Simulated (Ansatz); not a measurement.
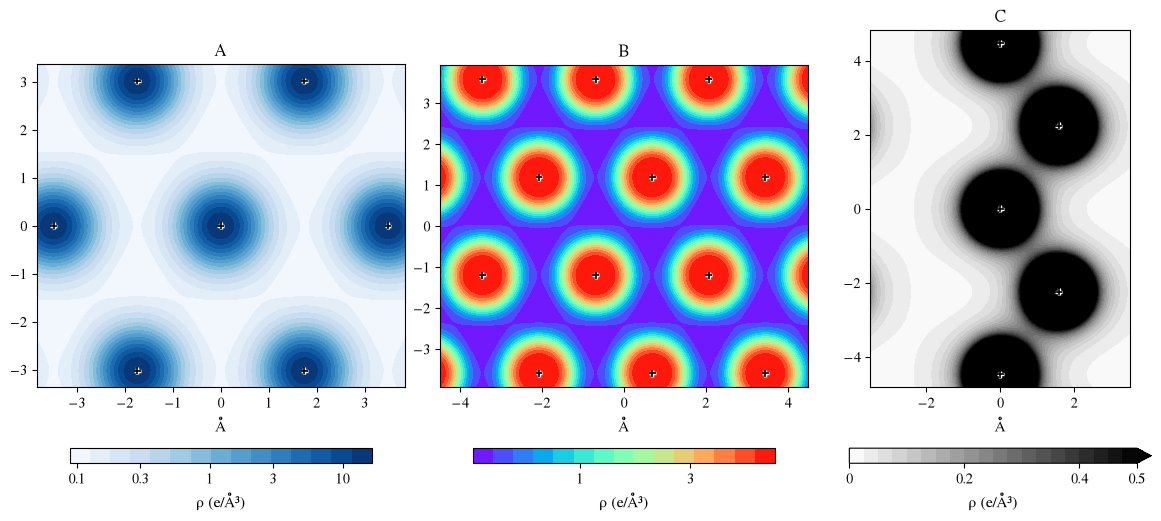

The valence electron density of 3 systems, each on a plane through atoms (crosses mark nuclei in the plane).

Level of theory: DFT, r2SCAN, plane waves (500 eV) with PAW, scalar-relativistic (Ansatz).

System 1: Sn, the (001) plane of the conventional cell. Space group P6₃/mmc; set up as Sn, dhcp; a generated structure, not necessarily the stable one; changed on purpose from its base cell (volume × 1.12); computed pressure about −4 GPa in this cell.

```cif
data_structure
_symmetry_space_group_name_H-M 'P 1'
_symmetry_Int_Tables_number 1
_cell_length_a 3.4865
_cell_length_b 3.4865
_cell_length_c 11.5488
_cell_angle_alpha 90.000
_cell_angle_beta 90.000
_cell_angle_gamma 120.000
_cell_volume 121.58
loop_
_atom_site_label
_atom_site_type_symbol
_atom_site_fract_x
_atom_site_fract_y
_atom_site_fract_z
_atom_site_occupancy
Sn1 Sn 0.00000 0.00000 0.00000 1
Sn2 Sn 0.00000 0.00000 0.50000 1
Sn3 Sn 0.33333 0.66667 0.25000 1
Sn4 Sn 0.66667 0.33333 0.75000 1
```

System 2: Cd, the (101) plane of the conventional cell. Space group Fd-3m; set up as Cd, diamond; a generated structure, not necessarily the stable one; changed on purpose from its base cell (volume × 0.92); computed pressure about 2 GPa in this cell.

```
CELL_PARAMETERS angstrom
6.32884 0.00000 0.00000
0.00000 6.32884 0.00000
0.00000 0.00000 6.32884
ATOMIC_POSITIONS crystal
Cd 0.75000 0.25000 0.25000
Cd 0.25000 0.75000 0.25000
Cd 0.25000 0.25000 0.75000
Cd 0.75000 0.75000 0.75000
Cd 0.50000 0.00000 0.00000
Cd 0.00000 0.50000 0.00000
Cd 0.00000 0.00000 0.50000
Cd 0.50000 0.50000 0.50000
```

System 3: Re, the (001) plane of the conventional cell. Space group P6₃/mmc; set up as Re, dhcp; a generated structure, not necessarily the stable one; changed on purpose from its base cell (volume × 1.0); computed without spin polarisation.

```yaml
crystal:
  lattice:
    - [2.76059, 0.00000, 0.00000]
    - [-1.38030, 2.39074, 0.00000]
    - [0.00000, 0.00000, 8.90496]
  atoms:
    - { symbol: Re, position: [0.00000, 0.00000, 0.00000] }
    - { symbol: Re, position: [0.00000, 0.00000, 0.50000] }
    - { symbol: Re, position: [0.33333, 0.66667, 0.25000] }
    - { symbol: Re, position: [0.66667, 0.33333, 0.75000] }
```

Match each panel to its system.

Panel A is system 1, Sn: the plane holds Sn. Sn–Sn (3.49 Å): ρ is about 0.12 e/Å³ halfway. Panel B is system 3, Re: the plane holds Re. Re–Re (2.76 Å): ρ at the midpoint is about 0.42 e/Å³. Panel C is system 2, Cd: the plane holds Cd. Cd–Cd (2.74 Å): ρ at the midpoint is about 0.28 e/Å³.
